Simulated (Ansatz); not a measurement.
## Electronic structure of WS2 in real space

The calculation's input:

```
crystal:
  lattice:
    - [0.0, 2.9227092497, 2.9227092497]
    - [2.9227092497, 0.0, 2.9227092497]
    - [2.9227092497, 2.9227092497, 0.0]
  atoms:
    - { symbol: W, position: [0.0, 0.0, 0.0] }
    - { symbol: S, position: [0.75, 0.75, 0.75] }
    - { symbol: S, position: [0.25, 0.25, 0.25] }
kpoints:
  mp_grid: { grid: [8, 8, 8] }
  band_path:
    path:
      - [0.0, 0.0, 0.0]
      - [0.5, 0.0, 0.5]
      - [0.625, 0.25, 0.625]
      - [0.375, 0.375, 0.75]
      - [0.5, 0.5, 0.5]
      - [0.5, 0.25, 0.75]
    npoints: 1
hamiltonian:
  xc: r2scan
  dispersion: rvv10
scf:
  occupations: { method: fermi_dirac, width: 0.03 }
  n_extra_bands: 4
output:
  forces: true
  stress: true
  eigenvalues: true
  write_density: true
  write_potential: true
  elf: true
  volumetric_format: npy
```

Command:

```sh
ansatz run input.yaml --threads 2 --pin off --max-ram 2211MiB --backend cpu --events-out ev --progress --plain --runs-dir out
```

Below, planes, directions and counts refer to the conventional cell (a = 5.85 Å, b = 5.85 Å, c = 5.85 Å, α = 90.00°, β = 90.00°, γ = 90.00°).

Space group Fm-3m; a structure from a database of computed crystals, not necessarily the ambient phase; started from the CaF2-225 prototype, which need not be the ambient phase.

Method: Ansatz, DFT, r2SCAN+rVV10, plane waves, PAW.

Core electrons are frozen (PAW), and the valence fields are smoothed inside the atomic spheres.

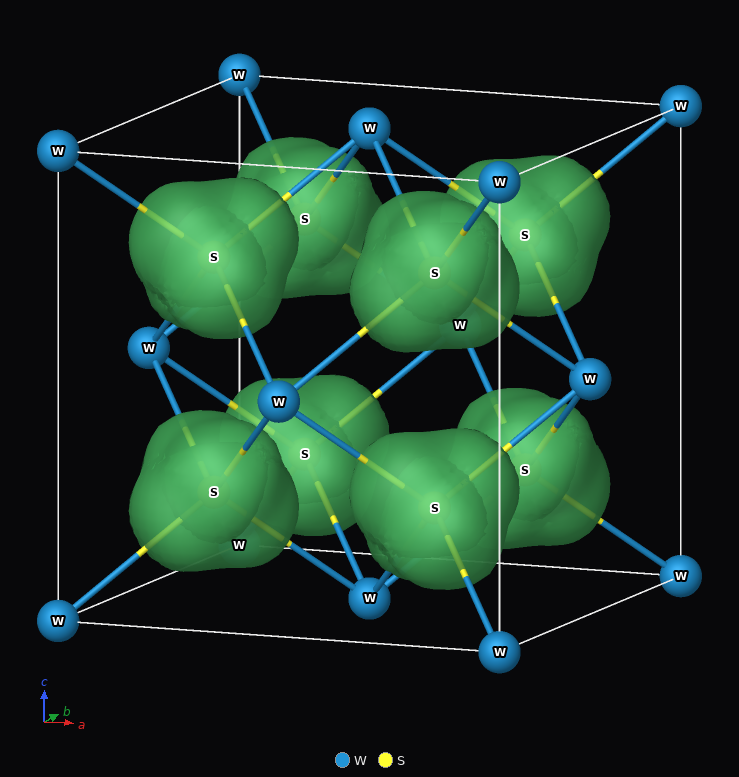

Figure 1. Isosurface of the ELF at 0.75 (green), seen slightly off an axis. Only the valence region is drawn (cores and ρ < 0.01 e/Å³ removed). Sticks mark near contacts.

**Where are the electrons localised?**

The ELF exceeds this value in eight regions wrapped around S (the valence shell of each), counted in one cell of 12 atoms. Regions shared between cells count once. Along the contacts the grid gives the following. W–S (2.53 Å): the ELF peaks at about 0.90 in the valence shell of S, 0.8 Å from its nucleus, and is about 0.50 at the midpoint.

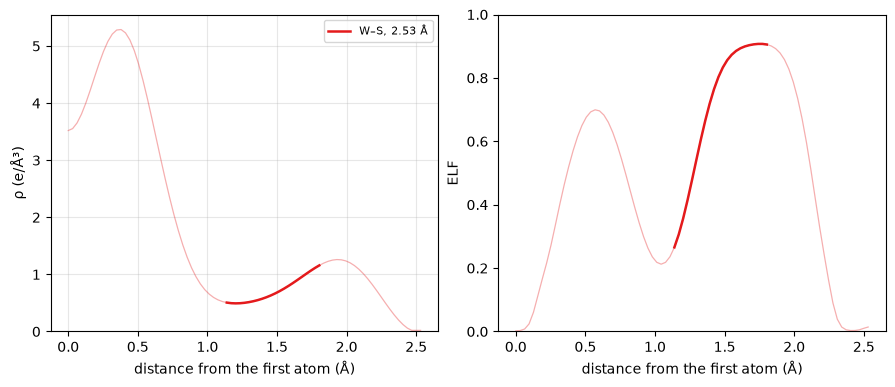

Figure 2. Valence pseudo-density and ELF along straight lines between neighbouring atoms. Thin, pale parts lie inside the atomic spheres.

**What can be read from the curves?**

W–S (2.53 Å): ρ at the midpoint is about 0.5 e/Å³; the ELF peaks at about 0.90 in the valence shell of S, 0.8 Å from its nucleus, and is about 0.50 at the midpoint.
